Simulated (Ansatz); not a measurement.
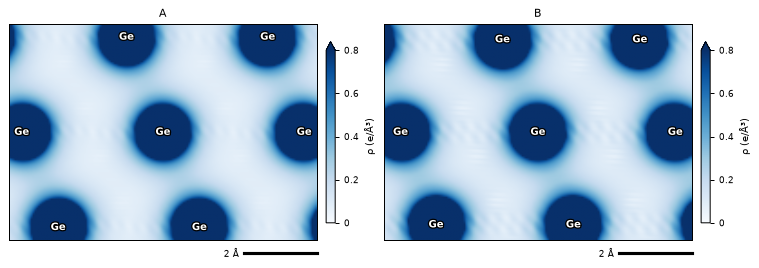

Ge. The valence electron density of two cells that differ in size, on the (11̄0) plane of each (indices in the axes of the calculation cell), at one length scale and on one colour scale; one has 16.9 and the other 18.4 Å³ an atom.

The calculation used DFT, PBEsol, plane waves (420 eV) with PAW, scalar-relativistic in Ansatz 0.2.0.

In a PAW calculation such maps are meaningful between the atoms, not at the nuclei.

Question: Which panel shows the smaller cell, and what does the compression change?

Answer: Panel B is the smaller cell, by 8 % in volume. From the larger cell to the smaller, Ge–Ge goes from 2.80 to 2.73 Å, and the density at its midpoint from 0.26 to 0.29 e/Å³; the pressure goes from 0.1 to 8 GPa.
